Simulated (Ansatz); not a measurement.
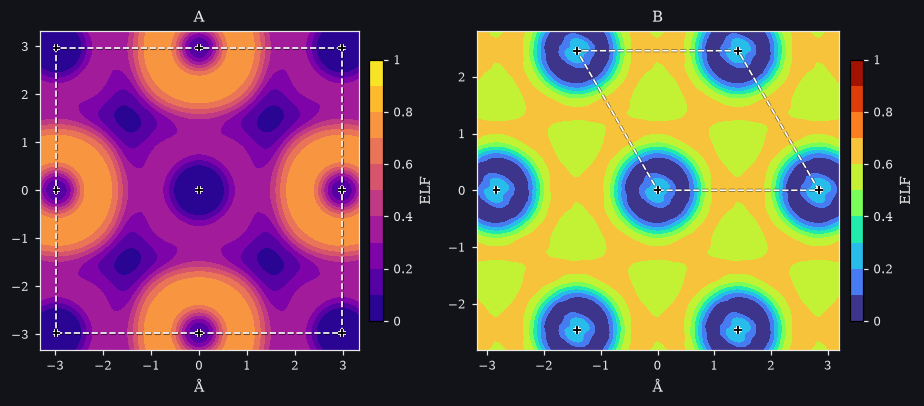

The electron localisation function of 2 systems, each on a plane through atoms (crosses mark nuclei in the plane).

The calculation used DFT PBEsol, scalar-relativistic, plane waves, PAW in Ansatz 0.2.0.

System 1: SnSe, the (010) plane of the conventional cell. Space group Fm-3m.

```xyz
8
Lattice="5.9455 0.0000 0.0000 0.0000 5.9455 0.0000 0.0000 0.0000 5.9455" Properties=species:S:1:pos:R:3 pbc="T T T"
Sn    0.0000    0.0000    0.0000
Sn    2.9728    2.9728    0.0000
Sn    2.9728    0.0000    2.9728
Sn    0.0000    2.9728    2.9728
Se    2.9728    0.0000    0.0000
Se    0.0000    2.9728    0.0000
Se    0.0000    0.0000    2.9728
Se    2.9728    2.9728    2.9728
```

System 2: Al (interface cell), the (001) plane of the calculation cell. 

### Match each panel to its system.

Panel A is system 1, SnSe: the plane holds Sn and Se. Sn–Se (2.97 Å): the ELF is about 0.40 at the midpoint. Panel B is system 2, Al: the plane holds Al. Al–Al (2.84 Å): the ELF peaks at about 0.65 between the atoms.
